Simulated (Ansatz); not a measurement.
Fe (P6/mmm, No. 191): coordinates from a relaxation with DFT, RPBE, plane waves (420 eV) with PAW, scalar-relativistic in Ansatz 0.2.0; the starting structure was generated, so it need not be a known form of this composition.

```xyz
3
Lattice="4.2371 0.0000 0.0000 -2.1186 3.6695 0.0000 0.0000 0.0000 2.4213" Properties=species:S:1:pos:R:3 pbc="T T T"
Fe    0.0000    0.0000    0.0000
Fe    0.0000    2.4463    1.2106
Fe    2.1186    1.2232    1.2106
```

Q: What will a Z-contrast image along [201] show? Simulated incoherent Z contrast: every atom adds Z^1.7 spread by a probe of 0.74 Å full width; channelling and multiple scattering are left out. The probe carries 25 % of its weight in a tail 2.5 times as wide. Shot noise and the speckle of an amorphous layer were added.

A: The columns repeat on a centred rectangular net of 1.16 × 2.45 Å (plane group c2mm). All columns are alike (Fe). The shortest distance between visible columns is 1.16 Å in projection. Along the beam the structure repeats every 8.81 Å.

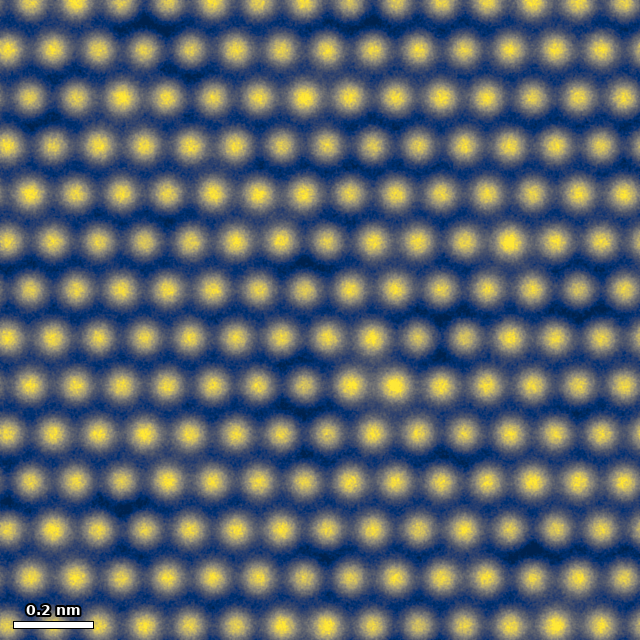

The simulated image.
